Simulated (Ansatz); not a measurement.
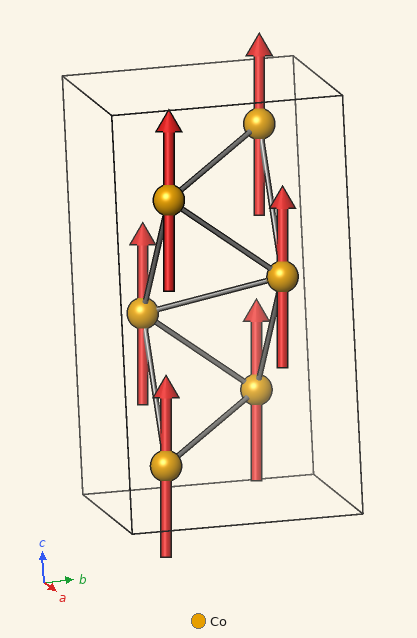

Ball-and-stick drawing of the structure, looking slightly off an axis. The box is the cell (the run's own, in a reduced setting); atoms on or close to its faces, edges and corners are drawn wherever they repeat. Arrows are the site magnetic moments above 0.25 μB; longer means larger, and red and blue are up and down (without spin-orbit coupling the axis itself is arbitrary).

This is the state reached for Co. Results below were computed with DFT PBE, scalar-relativistic, plane waves, PAW in Ansatz; the settings were plane waves up to 420 eV, k-points about 0.19 Å⁻¹ apart, Gaussian smearing of 0.1 eV, collinear spins.

Q: Classify the order and state the moments.

A: Ferromagnetic (within this cell). Site moments: 6 Co +1.7 μB. The net spin moment of the whole cell is 9.4 μB, including what lies between the atoms and on sites without an arrow.

The model was built from a structure listed in the Materials Project. The cell was then strained or its atoms displaced on purpose. A calculation with Ansatz used it as input.
